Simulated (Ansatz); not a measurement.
Consider WS₂.

```
W S
1.0
     3.14608    0.00000    0.00000
    -1.57304    2.72459    0.00000
     0.00000    0.00000   12.70461
W S
2 4
Direct
  0.33333 0.66667 0.25000
  0.66667 0.33333 0.75000
  0.33333 0.66667 0.62660
  0.66667 0.33333 0.12660
  0.33333 0.66667 0.87340
  0.66667 0.33333 0.37340
```

Space group P6₃/mmc; a structure from a database of computed crystals, not necessarily the ambient phase.

Method: Ansatz 0.2.0, DFT PBEsol, scalar-relativistic, plane waves, PAW.

What can the converged valence pseudo-density and electron localisation function tell about the bonding?

W–S (2.40 Å): the density is about 0.64 e/Å³ at the midpoint; the ELF peaks at about 0.85 in the valence shell of S, 0.8 Å from its nucleus, and is about 0.50 at the midpoint.

Metal or insulator at this level of theory?

It is gapped, with a Kohn–Sham gap of 1.1 eV on the k-point mesh (the band edges may lie off the mesh, which would make the gap smaller).

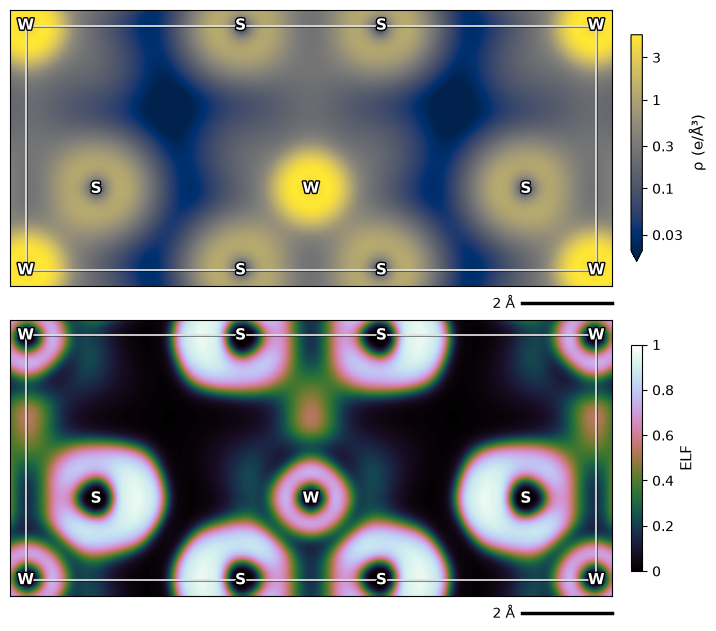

Computed valence pseudo-density and electron localisation function on the (110) plane of the conventional cell, in this order. 

In a PAW calculation such maps are meaningful between the atoms, not at the nuclei.
